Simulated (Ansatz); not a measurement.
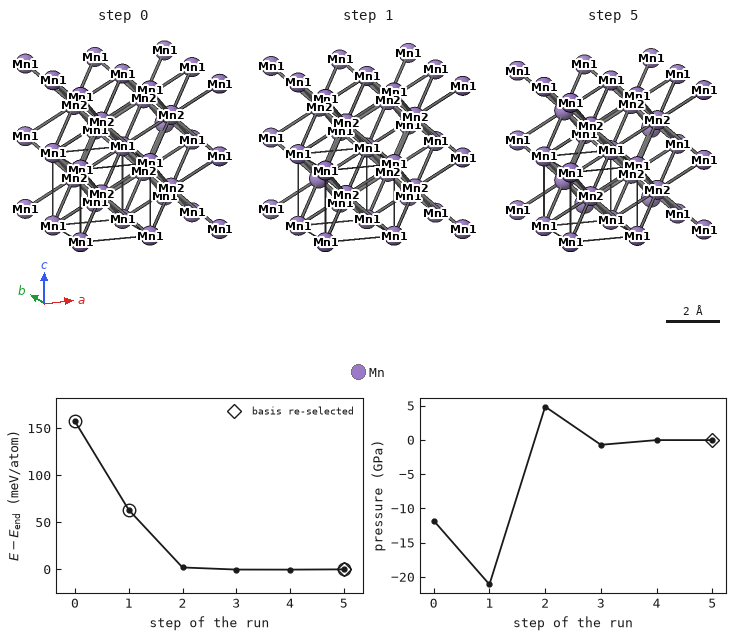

Frames of a relaxation of a crystal of Mn (a generated structure, set up in Im-3m), marked on the history of the run. Style: ball-and-stick. Shown: the cell of the calculation, repeated 2 × 2 × 2 with one cell outlined, slightly off an axis.

Phase: bcc.

All numbers below come from DFT, PBEsol, plane waves (420 eV) with PAW, scalar-relativistic (Ansatz 0.2.0). Set-up: plane-wave cutoff 420 eV; k-point mesh 11 × 11 × 11; occupations fermi dirac; smearing width 0.05 eV; collinear spin; cell and atoms relaxed; force threshold 0.01 eV/Å; at most 60 steps.

**What happens along the run?**

Over 4 accepted moves (5 points after the start) the energy falls by 157 meV per atom. All forces vanish by symmetry, so only the cell relaxes. Pressure: −11.78 GPa at the start and −0.02 GPa at the end. At 1 point the geometry stayed and the basis and grid were re-selected for the new cell (energy shift of 0.3 meV per atom at most each time). The atoms keep their places relative to the cell (all moves are under 0.005 Å). Cell: a = b = c 2.864 → 2.749 Å (−4.0 %). Volume −11.6 %. Among the contacts that change: Mn1–Mn1 2.864 → 2.749 Å, Mn1–Mn2 2.481 → 2.381 Å. The space group stays Im-3m (No. 229). The program noted that a PAW file was made for another functional than the run's, and that the starting moments weren't kept. The run took of the order of 19 core-seconds on a shared host. From step 0 to 1: volume −4.0 %, energy −94.0 meV per atom. From step 1 to 5: volume −7.9 %, energy −63.2 meV per atom.
